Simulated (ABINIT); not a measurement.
**Dielectric calculation, with input and output: Si (part 1 of 2)**

Si (P6₃/mmc, 4 atoms in the cell), computed with Kohn-Sham DFT of a periodic cell, LDA, PseudoDojo NC SR LDA v0.4.1 standard, no spin polarisation (ABINIT 10.8.3).

The structure derives from a Materials Project entry.

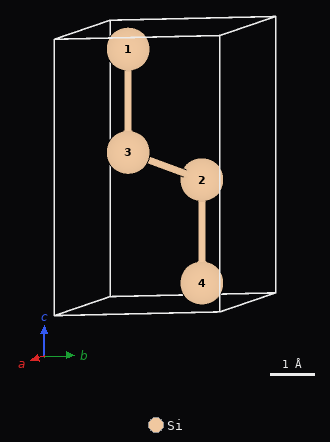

**Figure 1.** The input geometry (ball-and-stick view of the cell of the calculation, seen slightly off an axis; atoms are numbered from 1 in the order of the input). An atom can appear more than once, as a periodic image. Near neighbours in the periodic cell (some may lie outside the picture): Si has 4 Si at 2.35 to 2.37 Å.

The input
```
# Datasets
ndtset 3

# Pseudopotentials
pp_dirpath "./"
pseudos "Si.upf"

# Structure
acell 3*1.0 Angstrom
rprim
     3.8313174605     0.0000000000     0.0000000000
    -1.9156587303     3.3180182508     0.0000000000
     0.0000000000     0.0000000000     6.3326220002
ntypat 1
znucl 14
natom 4
typat 1 1 1 1
xred
            2/3            1/3   0.9369905000
            1/3            2/3   0.4369905000
            2/3            1/3   0.5630095000
            1/3            2/3   0.0630095000

# Plane-wave basis
ecut 14.0

# k points
ngkpt 6 6 4
nshiftk 1
shiftk 0.0 0.0 0.5

# Exchange and correlation
ixc 7

# Bands and occupations
nband 8
occopt 1

# SCF cycle
nstep 80
diemac 6.0

# Output
prteig 0
prtebands 0
prtwf 0
prtden 0
prtpot 0

# Dataset 1: ground state
kptopt1 1
tolvrs1 1.0e-15
prtwf1 1

# Dataset 2: derivatives of the wave functions by k
iscf2 -3
rfelfd2 2
rfdir2 1 1 1
getwfk2 1
kptopt2 2
nqpt2 1
qpt2 0.0 0.0 0.0
tolwfr2 1.0e-18
prtwf2 1

# Dataset 3: response at q = 0 to electric field
rfelfd3 3
rfdir3 1 1 1
getwfk3 1
getddk3 2
kptopt3 2
nqpt3 1
qpt3 0.0 0.0 0.0
tolvrs3 1.0e-10
```

File mrgddb.in
```
merged_DDB
Si
2
runo_DS1_DDB
runo_DS3_DDB
```

File anaddb.abi
```
ddb_filepath "merged_DDB"
output_file "anaddb.abo"
outdata_prefix "ana"
asr 2
chneut 1
dipdip 1
dieflag 2
enunit 0
```

Run on 4 threads of Intel Xeon (Granite Rapids), 192 GiB of memory available, shared host.

Run as:
```bash
mpirun --bind-to none -np 4 abinit run.abi > log 2>&1
mrgddb < mrgddb.in > mrgddb.log 2>&1
anaddb anaddb.abi > anaddb.log 2>&1
```

Output
```
.Version 10.8.3 of ABINIT
 DATASET    1 : space group P6_3/m m c (#194); Bravais hP (primitive hexag.)
================================================================================
 Values of the parameters that define the memory need for DATASET  1.
     intxc =       0    ionmov =       0      iscf =       7    lmnmax =       6
     lnmax =       6     mgfft =      45  mpssoang =       3    mqgrid =    3001
     natom =       4  nloc_mem =       1    nspden =       1   nspinor =       1
    nsppol =       1      nsym =      24    n1xccc =    2501    ntypat =       1
    occopt =       1   xclevel =       1
       mpw =        1377          nfft =       32805          nkpt =          14
================================================================================
================================================================================

 DATASET    2 : space group P6_3/m m c (#194); Bravais hP (primitive hexag.)
================================================================================
 Values of the parameters that define the memory need for DATASET  2 (RF).
     intxc =       0      iscf =      -3    lmnmax =       6     lnmax =       6
     mgfft =      45  mpssoang =       3    mqgrid =    3001     natom =       4
  nloc_mem =       1    nspden =       1   nspinor =       1    nsppol =       1
      nsym =      24    n1xccc =    2501    ntypat =       1    occopt =       1
   xclevel =       1
      nfft =       32805          nkpt =          72
================================================================================
================================================================================

 DATASET    3 : space group P6_3/m m c (#194); Bravais hP (primitive hexag.)
================================================================================
 Values of the parameters that define the memory need for DATASET  3 (RF).
     intxc =       0      iscf =       7    lmnmax =       6     lnmax =       6
     mgfft =      45  mpssoang =       3    mqgrid =    3001     natom =       4
  nloc_mem =       1    nspden =       1   nspinor =       1    nsppol =       1
      nsym =      24    n1xccc =    2501    ntypat =       1    occopt =       1
   xclevel =       1
      nfft =       32805          nkpt =          72
================================================================================
================================================================================

--------------------------------------------------------------------------------
------------- Echo of variables that govern the present computation ------------
--------------------------------------------------------------------------------
 -outvars: echo values of preprocessed input variables --------
            acell      1.8897261259E+00  1.8897261259E+00  1.8897261259E+00 Bohr
              amu      2.80855000E+01
           diemac      6.00000000E+00
             ecut      1.40000000E+01 Hartree
           getddk1          0
           getddk2          0
           getddk3          2
           getwfk1          0
           getwfk2          1
           getwfk3          1
             iscf1          7
             iscf2         -3
             iscf3          7
              ixc           7
           jdtset        1    2    3
                       outvar_i_n : Printing only first  50 k-points.
           kptopt1          1
           kptopt2          2
           kptopt3          2
         kptrlatt        6    0    0      0    6    0      0    0    4
          kptrlen      4.34408442E+01
            natom           4
            nband1          8
            nband2          8
            nband3          8
           ndtset           3
            ngfft          27      27      45
             nkpt1         14
             nkpt2         72
             nkpt3         72
             nqpt1          0
             nqpt2          1
             nqpt3          1
            nstep          80
             nsym          24
           ntypat           1
        optdriver1          0
        optdriver2          1
        optdriver3          1
           prtden           0
        prtebands           0
           prteig           0
            prtwf1          1
            prtwf2          1
            prtwf3          0
           rfelfd1          0
           rfelfd2          2
           rfelfd3          3
            rprim      3.8313174605E+00  0.0000000000E+00  0.0000000000E+00
                      -1.9156587303E+00  3.3180182508E+00  0.0000000000E+00
                       0.0000000000E+00  0.0000000000E+00  6.3326220002E+00
           shiftk      0.00000000E+00  0.00000000E+00  5.00000000E-01
          spgroup         194
           tolvrs1     1.00000000E-15
           tolvrs2     0.00000000E+00
           tolvrs3     1.00000000E-10
           tolwfr1     0.00000000E+00
           tolwfr2     1.00000000E-18
           tolwfr3     0.00000000E+00
            typat      1  1  1  1
                       outvars : Printing only first  50 k-points.
           xangst      1.9156587302E+00  1.1060060836E+00  5.9336066543E+00
                      -3.3333152863E-11  2.2120121672E+00  2.7672956542E+00
                       1.9156587302E+00  1.1060060836E+00  3.5653263460E+00
                      -3.3333152863E-11  2.2120121672E+00  3.9901534592E-01
            xcart      3.6200703508E+00  2.0900485916E+00  1.1212891515E+01
                      -6.2990529824E-11  4.1800971832E+00  5.2294308958E+00
                       3.6200703508E+00  2.0900485916E+00  6.7374903435E+00
                      -6.2990529824E-11  4.1800971832E+00  7.5402972383E-01
             xred      6.6666666667E-01  3.3333333333E-01  9.3699050000E-01
                       3.3333333333E-01  6.6666666667E-01  4.3699050000E-01
                       6.6666666667E-01  3.3333333333E-01  5.6300950000E-01
                       3.3333333333E-01  6.6666666667E-01  6.3009500000E-02
            znucl       14.00000

================================================================================

 chkinp: Checking input parameters for consistency, jdtset=   1.

 chkinp: Checking input parameters for consistency, jdtset=   2.

 chkinp: Checking input parameters for consistency, jdtset=   3.

================================================================================
== DATASET  1 ==================================================================

--- !DatasetInfo
iteration_state: {dtset: 1, }
dimensions: {natom: 4, nkpt: 14, mband: 8, nsppol: 1, nspinor: 1, nspden: 1, mpw: 1377, }
cutoff_energies: {ecut:  14.0, pawecutdg:  -1.0, }
electrons: {nelect:   1.60000000E+01, charge:   0.00000000E+00, occopt:   1.00000000E+00, tsmear:   1.00000000E-02, }
meta: {optdriver: 0, ionmov: 0, optcell: 0, iscf: 7, paral_kgb: 0, }
...

 Exchange-correlation functional for the present dataset will be:
  LDA: Perdew-Wang 92 LSD fit to Ceperley-Alder data - ixc=7
  J.P.Perdew and Y.Wang, PRB 45, 13244 (1992)

 Real(R)+Recip(G) space primitive vectors, cartesian coordinates (Bohr,Bohr^-1):
 R(1)=  7.2401407  0.0000000  0.0000000  G(1)=  0.1381189  0.0797430  0.0000000
 R(2)= -3.6200704  6.2701458  0.0000000  G(2)=  0.0000000  0.1594859  0.0000000
 R(3)=  0.0000000  0.0000000 11.9669212  G(3)=  0.0000000  0.0000000  0.0835637
 Unit cell volume ucvol=  5.4325918E+02 bohr^3
 Angles (23,13,12)=  9.00000000E+01  9.00000000E+01  1.20000000E+02 degrees

 getcut: wavevector=  0.0000  0.0000  0.0000  ngfft=  27  27  45
         ecut(hartree)=     14.000   => boxcut(ratio)=   2.13415

--- Pseudopotential description ------------------------------------------------
- pspini: atom type   1  psp file is ./Si.upf
  14.00000   4.00000  180309                  znucl, zion, pspdat
12 -1012 2 -1 1510                            pspcod,pspxc,lmax,lloc,mmax
     nproj     2     2     2

   4.26882533E+02                                ecore*ucvol(ha*bohr**3)
--------------------------------------------------------------------------------

================================================================================

--- !BeginCycle
iteration_state: {dtset: 1, }
solver: {iscf: 7, nstep: 80, nline: 4, wfoptalg: 0, }
tolerances: {tolvrs: 1.00E-15, }
...

     iter   Etot(hartree)      deltaE(h)  residm     vres2
 ETOT  1  -17.029073642121    -1.703E+01 2.048E-02 1.352E+01
 ETOT  2  -17.047343506176    -1.827E-02 6.218E-04 1.991E-01
 ETOT  3  -17.047399945094    -5.644E-05 2.338E-05 5.395E-03
 ETOT  4  -17.047401812205    -1.867E-06 5.944E-06 5.940E-05
 ETOT  5  -17.047401950504    -1.383E-07 3.413E-07 4.816E-07
 ETOT  6  -17.047401966170    -1.567E-08 9.007E-08 5.433E-09
 ETOT  7  -17.047401968020    -1.850E-09 4.972E-09 1.721E-10
 ETOT  8  -17.047401968245    -2.252E-10 1.324E-09 8.064E-12
 ETOT  9  -17.047401968272    -2.692E-11 7.229E-11 2.768E-13
 ETOT 10  -17.047401968275    -3.276E-12 1.952E-11 9.682E-15
 ETOT 11  -17.047401968276    -5.436E-13 1.043E-12 2.779E-15
 ETOT 12  -17.047401968276    -7.105E-15 2.465E-13 7.354E-17

 At SCF step   12       vres2   =  7.35E-17 < tolvrs=  1.00E-15 =>converged.

 Cartesian components of stress tensor (hartree/bohr^3)
  sigma(1 1)=  8.00563051E-05  sigma(3 2)=  0.00000000E+00
  sigma(2 2)=  8.00563050E-05  sigma(3 1)=  0.00000000E+00
  sigma(3 3)=  8.22974380E-05  sigma(2 1)=  2.30026051E-14

--- !ResultsGS
iteration_state: {dtset: 1, }
comment   : Summary of ground state results
lattice_vectors:
- [  7.2401407,   0.0000000,   0.0000000, ]
- [ -3.6200704,   6.2701458,   0.0000000, ]
- [  0.0000000,   0.0000000,  11.9669212, ]
lattice_lengths: [   7.24014,    7.24014,   11.96692, ]
lattice_angles: [ 90.000,  90.000, 120.000, ] # degrees, (23, 13, 12)
lattice_volume:   5.4325918E+02
convergence: {deltae: -7.105E-15, res2:  7.354E-17, residm:  2.465E-13, diffor: null, }
etotal    :  -1.70474020E+01
entropy   :   0.00000000E+00
fermie    :   1.76599082E-01
cartesian_stress_tensor: # hartree/bohr^3
- [  8.00563051E-05,   2.30026051E-14,   0.00000000E+00, ]
- [  2.30026051E-14,   8.00563050E-05,   0.00000000E+00, ]
- [  0.00000000E+00,   0.00000000E+00,   8.22974380E-05, ]
pressure_GPa:  -2.3773E+00
xred      :
- [  6.6667E-01,   3.3333E-01,   9.3699E-01, Si]
- [  3.3333E-01,   6.6667E-01,   4.3699E-01, Si]
- [  6.6667E-01,   3.3333E-01,   5.6301E-01, Si]
- [  3.3333E-01,   6.6667E-01,   6.3010E-02, Si]
cartesian_forces: # hartree/bohr
- [ -1.53410852E-28,  -2.41559446E-29,   4.29651365E-04, ]
- [  8.83274603E-29,  -3.48919199E-29,   4.29651365E-04, ]
- [ -6.04345781E-29,   3.94547095E-28,  -4.29651365E-04, ]
- [  1.25517970E-28,  -3.35499230E-28,  -4.29651365E-04, ]
force_length_stats: {min:   4.29651365E-04, max:   4.29651365E-04, mean:   4.29651365E-04, }
...

 Integrated electronic density in atomic spheres:
 ------------------------------------------------
 Atom  Sphere_radius  Integrated_density
    1        2.00000          1.79325788
    2        2.00000          1.78027675
    3        2.00000          1.78027675
    4        2.00000          1.79325788
================================================================================

 ----iterations are completed or convergence reached----

 Mean square residual over all n,k,spin=   25.679E-16; max=  24.650E-14
 reduced coordinates (array xred) for    4 atoms
       0.666666666667      0.333333333333      0.936990500000
       0.333333333333      0.666666666667      0.436990500000
       0.666666666667      0.333333333333      0.563009500000
       0.333333333333      0.666666666667      0.063009500000
 rms dE/dt=  2.9685E-03; max dE/dt=  5.1416E-03; dE/dt below (all hartree)
    1       0.000000000000      0.000000000000     -0.005141604044
    2       0.000000000000      0.000000000000     -0.005141604044
    3       0.000000000000     -0.000000000000      0.005141604044
    4      -0.000000000000      0.000000000000      0.005141604044

 cartesian coordinates (angstrom) at end:
    1      1.91565873023333     1.10600608360000     5.93360665427840
    2     -0.00000000003333     2.21201216720000     2.76729565417840
    3      1.91565873023333     1.10600608360000     3.56532634602160
    4     -0.00000000003333     2.21201216720000     0.39901534592160

 cartesian forces (hartree/bohr) at end:
    1     -0.00000000000000    -0.00000000000000     0.00042965136486
    2      0.00000000000000    -0.00000000000000     0.00042965136486
    3     -0.00000000000000     0.00000000000000    -0.00042965136486
    4      0.00000000000000    -0.00000000000000    -0.00042965136486
 frms,max,avg= 2.4805933E-04 4.2965136E-04   0.000E+00  0.000E+00  0.000E+00 h/b

 cartesian forces (eV/Angstrom) at end:
    1     -0.00000000000000    -0.00000000000000     0.02209356148986
    2      0.00000000000000    -0.00000000000000     0.02209356148986
    3     -0.00000000000000     0.00000000000000    -0.02209356148986
    4      0.00000000000000    -0.00000000000000    -0.02209356148986
 frms,max,avg= 1.2755724E-02 2.2093561E-02   0.000E+00  0.000E+00  0.000E+00 e/A
 length scales=  1.889726125908  1.889726125908  1.889726125908 bohr
              =  1.000000000000  1.000000000000  1.000000000000 angstroms
 Fermi (or HOMO) energy (hartree) =   0.17660   Average Vxc (hartree)=  -0.34622
 Eigenvalues (hartree) for nkpt=  14  k points:
 kpt#   1, nband=  8, wtk=  0.01389, kpt=  0.0000  0.0000  0.1250 (reduced coord)
  -0.26607   -0.19112   -0.07511    0.12602    0.12602    0.14743    0.17660    0.17660
 prteigrs : prtvol=0 or 1, do not print more k-points.

--- !EnergyTerms
iteration_state     : {dtset: 1, }
comment             : Components of total free energy in Hartree
kinetic             :  6.14830737189527E+00
hartree             :  1.12340294976773E+00
xc                  : -6.19290845130602E+00
Ewald energy        : -1.67450768243343E+01
psp_core            :  7.85780610541265E-01
local_psp           : -4.78515181793154E+00
non_local_psp       :  2.61824419309177E+00
total_energy        : -1.70474019682758E+01
total_energy_eV     : -4.63883439449249E+02
band_energy         : -2.38764456931592E-01
...

 Cartesian components of stress tensor (hartree/bohr^3)
  sigma(1 1)=  8.00563051E-05  sigma(3 2)=  0.00000000E+00
  sigma(2 2)=  8.00563050E-05  sigma(3 1)=  0.00000000E+00
  sigma(3 3)=  8.22974380E-05  sigma(2 1)=  2.30026051E-14

-Cartesian components of stress tensor (GPa)         [Pressure= -2.3773E+00 GPa]
- sigma(1 1)=  2.35533781E+00  sigma(3 2)=  0.00000000E+00
- sigma(2 2)=  2.35533781E+00  sigma(3 1)=  0.00000000E+00
- sigma(3 3)=  2.42127422E+00  sigma(2 1)=  6.76760007E-10

================================================================================
== DATASET  2 ==================================================================

--- !DatasetInfo
iteration_state: {dtset: 2, }
dimensions: {natom: 4, nkpt: 72, mband: 8, nsppol: 1, nspinor: 1, nspden: 1, mpw: 1377, }
cutoff_energies: {ecut:  14.0, pawecutdg:  -1.0, }
electrons: {nelect:   1.60000000E+01, charge:   0.00000000E+00, occopt:   1.00000000E+00, tsmear:   1.00000000E-02, }
meta: {optdriver: 1, rfelfd: 2, }
...

 mkfilename : getwfk/=0, take file _WFK from output of DATASET   1.
```
